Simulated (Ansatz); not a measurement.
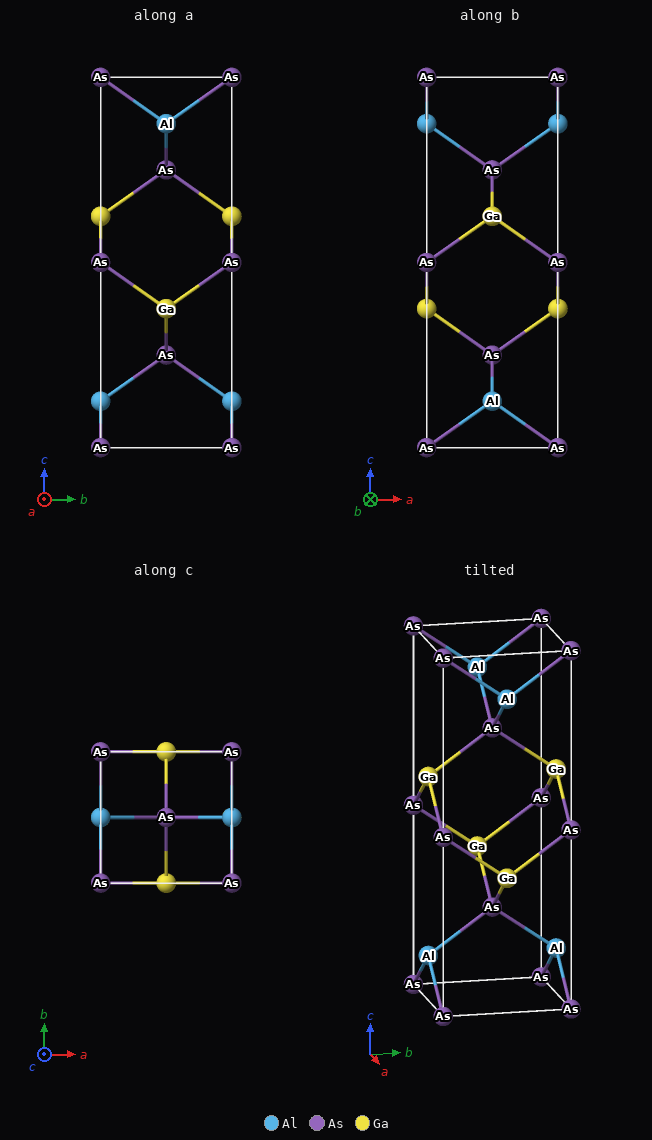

Crystal structure, ball-and-stick style, seen along the a axis, along the b axis, along the c axis and slightly off an axis. The parallelepiped is the conventional unit cell.

Lattice parameters: a = 4.015 Å, b = 4.015 Å, c = 11.326 Å, α = 90.00°, β = 90.00°, γ = 90.00°. Put a along x and b in the xy plane.

Set out the cell and atoms as a POSCAR file.

Answer.
```
Al As Ga
1.0
     4.015    0.000    0.000
     0.000    4.015    0.000
     0.000    0.000   11.326
Al As Ga
2 4 2
Direct
  0.0000 0.5000 0.8748
  0.5000 0.0000 0.1253
  0.0000 0.0000 0.0000
  0.5000 0.5000 0.2500
  0.0000 0.0000 0.5000
  0.5000 0.5000 0.7500
  0.0000 0.5000 0.3753
  0.5000 0.0000 0.6247
```

The initial geometry was a structure type filled with these elements by a generator (whether the compound takes this form wasn't checked). Earlier steps of the study may have refined or changed the cell and positions. It was run through Ansatz as a DFT input.
